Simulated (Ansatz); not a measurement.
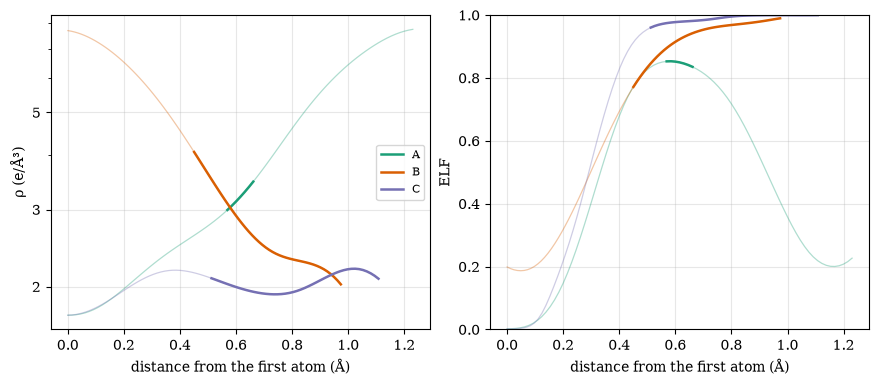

The picture shows: H10CO5 (amorphous cell). Valence electron density and electron localisation function along straight lines between neighbouring atoms. Thin, pale parts lie inside the atomic spheres.

Not relaxed (largest force 0.4 eV/Å).

All numbers below come from DFT PBE-D3(BJ), scalar-relativistic, plane waves, PAW (Ansatz 0.2.0).

In a PAW calculation such maps are meaningful between the atoms, not at the nuclei.

```cif
data_structure
_symmetry_space_group_name_H-M 'P 1'
_symmetry_Int_Tables_number 1
_cell_length_a 5.6567
_cell_length_b 5.6567
_cell_length_c 5.6567
_cell_angle_alpha 90.000
_cell_angle_beta 90.000
_cell_angle_gamma 90.000
_cell_volume 181.00
loop_
_atom_site_label
_atom_site_type_symbol
_atom_site_fract_x
_atom_site_fract_y
_atom_site_fract_z
_atom_site_occupancy
O1 O 0.30684 0.51985 0.27091 1
H1 H 0.17671 0.44724 0.18210 1
H2 H 0.32232 0.41930 0.41282 1
O2 O 0.11029 0.96452 0.18559 1
H3 H 0.17019 0.00182 0.02864 1
H4 H 0.16415 0.80053 0.21507 1
O3 O 0.75559 0.91542 0.71736 1
H5 H 0.90262 0.96696 0.64367 1
H6 H 0.80257 0.77785 0.81328 1
O4 O 0.31944 0.13664 0.59165 1
H7 H 0.46818 0.05270 0.62501 1
H8 H 0.26286 0.06717 0.44103 1
O5 O 0.88054 0.49764 0.97810 1
C1 C 0.71169 0.36204 0.99786 1
H9 H 0.54041 0.40383 0.91264 1
H10 H 0.72804 0.19638 0.10112 1
```

**Which curve belongs to which contact (C–H, C–O and O–H)? The first atom named is at distance zero.**

Curve A: C–O (1.23 Å): ρ at the midpoint is about 3.2 e/Å³; the ELF peaks at about 0.85 between the atoms (inside overlapping PAW spheres, so only a guide); a shared but strongly polarised pair. Curve B: O–H (0.97 Å): ρ is about 3.7 e/Å³ halfway; the ELF climbs to about 1 towards the hydrogen, as it does in any bond to H; an ordinary covalent bond to hydrogen. Curve C: C–H (1.11 Å): the density is about 2 e/Å³ at the midpoint; the ELF is about 1 at the midpoint; an ordinary covalent bond to hydrogen.
